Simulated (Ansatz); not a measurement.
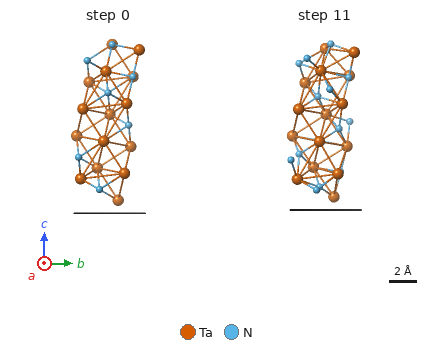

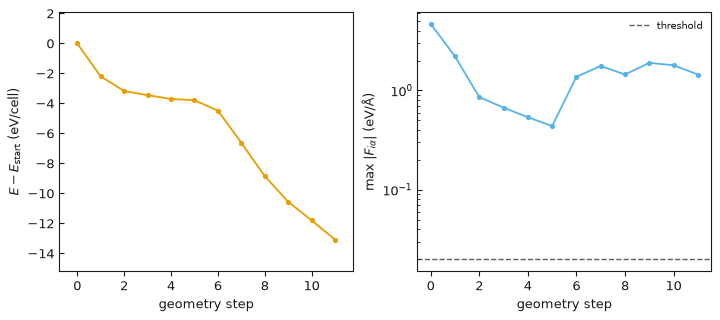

First and last geometry of a relaxation of a slab of composition TaN (cut from the P6/mmm phase), with the history of the run. The picture is a ball-and-stick view of the cell of the calculation, outlined in the plane, without the vacuum, seen along the a axis.

Case: (1 0 1) slab, atoms relaxed. The slab is the (1 0 1) face of TaN.

Method: Ansatz 0.2.0, DFT PBEsol, scalar-relativistic, plane waves, PAW.

Input
```yaml
crystal:
  lattice:
    - [5.2050894098, 0.0, 0.0]
    - [-2.6025447049, 5.3619526793, 0.0]
    - [0.0, 0.0, 26.7982473639]
  atoms:
    - { symbol: Ta, position: [0.3088966308, 0.6177932616, 0.2798690488] }
    - { symbol: "N", position: [0.4266898924, 0.3533797847, 0.3102319386] }
    - { symbol: "N", position: [0.9266898924, 0.3533797847, 0.3102319386] }
    - { symbol: Ta, position: [0.5444831539, 0.0889663079, 0.3405948285] }
    - { symbol: Ta, position: [0.8533797847, 0.7067595694, 0.3557762734] }
    - { symbol: "N", position: [0.3533797847, 0.7067595694, 0.3557762734] }
    - { symbol: Ta, position: [0.1622764155, 0.324552831, 0.3709577183] }
    - { symbol: "N", position: [0.2800696771, 0.0601393542, 0.4013206081] }
    - { symbol: "N", position: [0.7800696771, 0.0601393542, 0.4013206081] }
    - { symbol: Ta, position: [0.3978629387, 0.7957258773, 0.4316834979] }
    - { symbol: Ta, position: [0.7067595694, 0.4135191389, 0.4468649428] }
    - { symbol: "N", position: [0.2067595694, 0.4135191389, 0.4468649428] }
    - { symbol: Ta, position: [0.0156562002, 0.0313124005, 0.4620463877] }
    - { symbol: "N", position: [0.1334494618, 0.7668989236, 0.4924092775] }
    - { symbol: "N", position: [0.6334494618, 0.7668989236, 0.4924092775] }
    - { symbol: Ta, position: [0.2512427234, 0.5024854468, 0.5227721674] }
    - { symbol: Ta, position: [0.5601393542, 0.1202787083, 0.5379536123] }
    - { symbol: "N", position: [0.0601393542, 0.1202787083, 0.5379536123] }
    - { symbol: Ta, position: [0.869035985, 0.7380719699, 0.5531350572] }
    - { symbol: "N", position: [0.9868292465, 0.473658493, 0.583497947] }
    - { symbol: "N", position: [0.4868292465, 0.473658493, 0.583497947] }
    - { symbol: Ta, position: [0.1046225081, 0.2092450162, 0.6138608368] }
    - { symbol: Ta, position: [0.4135191389, 0.8270382778, 0.6290422817] }
    - { symbol: "N", position: [0.9135191389, 0.8270382778, 0.6290422817] }
    - { symbol: Ta, position: [0.7224157697, 0.4448315393, 0.6442237266] }
    - { symbol: "N", position: [0.8402090312, 0.1804180625, 0.6745866164] }
    - { symbol: "N", position: [0.3402090312, 0.1804180625, 0.6745866164] }
    - { symbol: Ta, position: [0.9580022928, 0.9160045856, 0.7049495063] }
    - { symbol: Ta, position: [0.2668989236, 0.5337978472, 0.7201309512] }
    - { symbol: "N", position: [0.7668989236, 0.5337978472, 0.7201309512] }
basis:
  ecutwfc: 420
kpoints:
  mp_grid: { grid: [8, 7, 1] }
hamiltonian:
  xc: pbesol
scf:
  occupations: { method: gaussian, width: 0.1 }
output:
  forces: true
  eigenvalues: true
  write_density: true
  write_potential: true
  elf: true
  volumetric_format: npy
relax:
  adjacent_minimum: "off"
  f_tol: 0.02
  max_steps: 60
efield:
  axis: 3
  dipole_correction: true
  ramp_width: 0.04
```

Launched with:
```bash
ansatz run input.yaml --threads 4 --pin off --max-ram 10240MiB --backend cpu --events-out ev --progress --plain --runs-dir out
```

**Did the run converge, and what did it change?**

The run was cut off at its time limit before the relaxation converged, so the last structure is only a point on the way. After 11 geometry steps the energy has fallen by 13.076 eV per cell of the calculation. The largest force component goes from 4.7 to 1.4 eV/Å. The atom that moves furthest relative to the layer's centre is N21 (0.64 Å at 64° to the normal (−c side)). Largest moves by element: N 0.64 Å, Ta 0.45 Å. The cell doesn't change. Near-neighbour distances that change, for instance: Ta29–N30 2.603 → 3.400 Å, N21–Ta23 2.603 → 3.309 Å, Ta29–N30 (another image) 2.603 → 1.920 Å, Ta17–N20 2.603 → 3.238 Å. Bond angles that change, for instance: Ta19–N20–Ta22 180.0° → 146.1°, Ta19–N24–Ta28 180.0° → 146.7°, Ta16–N21–Ta25 180.0° → 148.3°.

```
step  E − E(0), meV/atom  largest force component, eV/Å
   0                0.00                         4.6846
   1              -72.98                         2.2049
   2             -105.62                         0.8590
   3             -114.90                         0.6717
   4             -123.24                         0.5381
   5             -126.14                         0.4383
   6             -149.20                         1.3744
   7             -220.59                         1.7640
   8             -294.65                         1.4487
   9             -351.82                         1.8963
  10             -393.19                         1.7951
  11             -435.87                         1.4465
```
